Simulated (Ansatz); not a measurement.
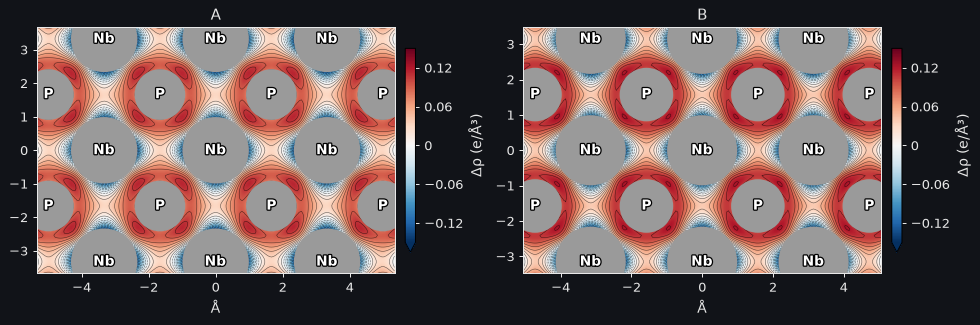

NbP: deformation density on the (001) plane of the conventional cell at two volumes, with the same fractional coordinates and one colour scale. Grey discs cover the cores.

Space group I4_1/amd.

Theory: Ansatz, DFT PBE, scalar-relativistic, plane waves, PAW.

### How do the two volumes compare, and how does the bonding charge respond?

A is the larger cell: B has 85 % of the volume of A.
The pressure is 19 GPa in A and 69 GPa in B.
Bader charges in A: Nb +1.01 and P −1.01 e; in B: Nb +0.87 and P −0.87 e.
The rearranged charge is 0.28 e an atom in A and 0.26 e in B.
